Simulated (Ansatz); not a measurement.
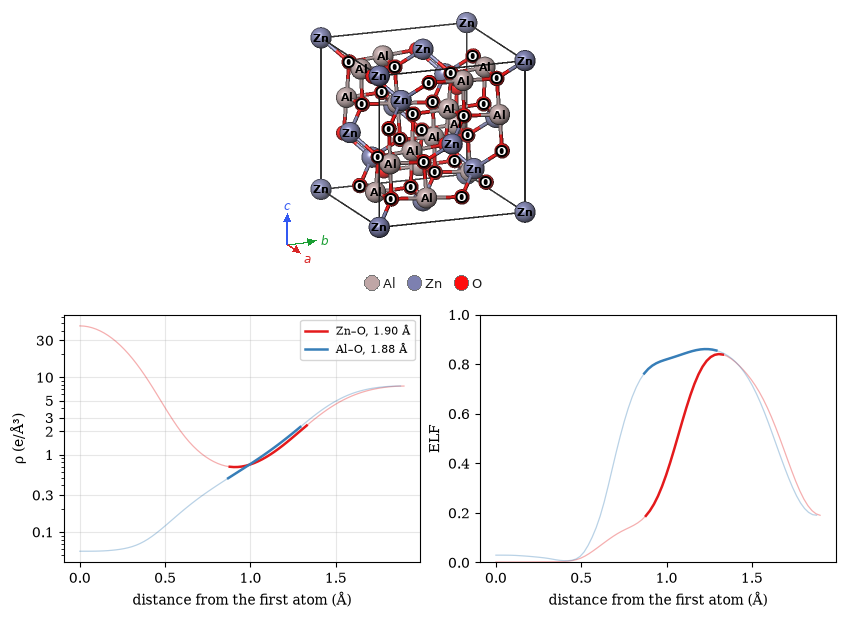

The picture shows: Al₂ZnO₄. Valence pseudo-density and ELF along straight lines between neighbouring atoms. Thin, pale parts lie inside the atomic spheres. The structure is drawn too.

Space group Fd-3m; changed on purpose from its base cell (volume × 0.91, shape and atoms relaxed); computed pressure about 22 GPa in this cell.

The calculation used DFT PBE, scalar-relativistic, plane waves, PAW in Ansatz.

The density is the valence pseudo-density of a PAW calculation; it isn't the true density close to the nuclei.

Compare the contacts.

Zn–O (1.90 Å): ρ at the midpoint is about 0.7 e/Å³; the ELF peaks at about 0.85 in the valence shell of O, 0.6 Å from its nucleus, and is about 0.25 at the midpoint (no localised pair shows between them).
Al–O (1.88 Å): ρ is about 0.62 e/Å³ halfway; the ELF peaks at about 0.85 in the valence shell of O, 0.7 Å from its nucleus, and is about 0.80 at the midpoint.
